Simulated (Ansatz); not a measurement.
# Sb₄H (slab): what the fields show

Input

```
crystal:
  lattice:
    - [4.3410112362, 0.0, 0.0]
    - [-2.1705056181, 3.7594260087, 0.0]
    - [0.0, 0.0, 24.3722810559]
  atoms:
    - { symbol: Sb, position: [0.3333333333, 0.6666666667, 0.3487568513] }
    - { symbol: Sb, position: [0.6666666667, 0.3333333333, 0.4104191981] }
    - { symbol: Sb, position: [0.0, 0.0, 0.508359476] }
    - { symbol: Sb, position: [0.3333333333, 0.6666666667, 0.5702398379] }
    - { symbol: H, position: [0.6666666667, 0.3333333333, 0.5308508288] }
basis:
  ecutwfc: 500
kpoints:
  mp_grid: { grid: [9, 9, 1] }
hamiltonian:
  xc: r2scan
scf:
  occupations: { method: gaussian, width: 0.1 }
output:
  forces: true
  eigenvalues: true
  write_density: true
  write_potential: true
  elf: true
  volumetric_format: npy
relax:
  adjacent_minimum: "off"
  f_tol: 0.03
  max_steps: 70
  constraints: [{ sites: [0, 1] }]
efield:
  axis: 3
  dipole_correction: true
```

Run with:

```sh
ansatz run input.yaml --threads 2 --pin off --max-ram 5120MiB --backend cpu --events-out ev --progress --plain --runs-dir out
```

The fields are those of the relaxed geometry.

Computed without spin polarisation.

The calculation used DFT r2SCAN, scalar-relativistic, plane waves, PAW (Ansatz).

Core electrons are frozen (PAW), and the valence fields are smoothed inside the atomic spheres.

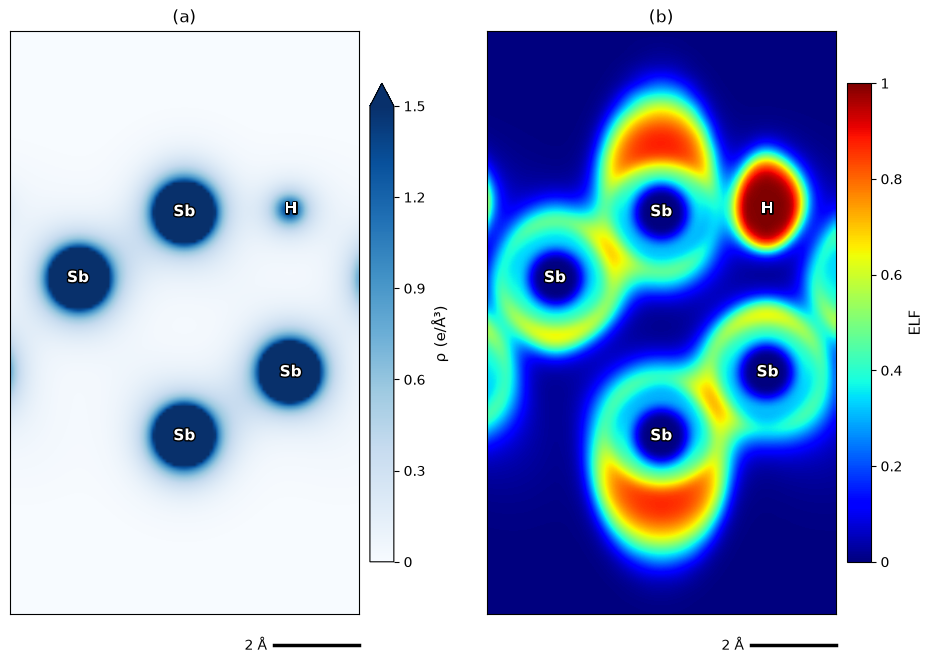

Figure 1. (a) valence charge density (pseudo); (b) electron localisation function on the (110) plane of the calculation cell, a cut from vacuum to vacuum.

Read the bonding off the picture.

Atoms in the plane: Sb and H. Sb–H (2.51 Å): ρ is about 0.26 e/Å³ halfway; the ELF climbs to about 1 towards the hydrogen. Sb–Sb (2.92 Å): ρ at the midpoint is about 0.35 e/Å³; the ELF peaks at about 0.70 between the atoms. The density dies away to nearly zero in the vacuum.

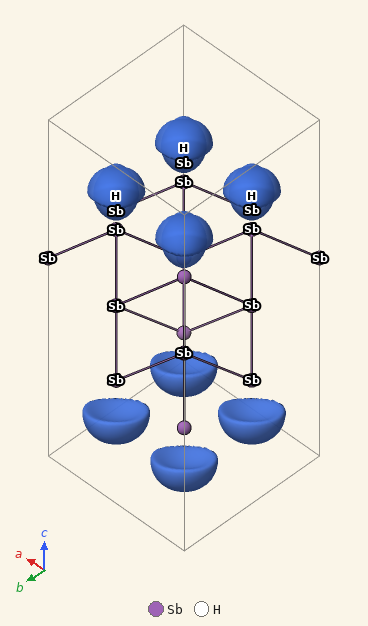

Figure 2. Isosurface of the ELF at 0.75 (blue), seen at an oblique angle. Core shells and regions of very low density are left out. Sticks mark near contacts.

Describe the localisation domains.

The surface consists of one region around a hydrogen nucleus and two lobes on Sb, pointing away from the bonds (lone pairs), counted in one cell of 5 atoms. Counts are for one cell; the picture repeats the cell along the surface.

Does the calculation make it a metal, or give it a gap?

It is metallic or semimetallic at this level of theory: no gap opens.
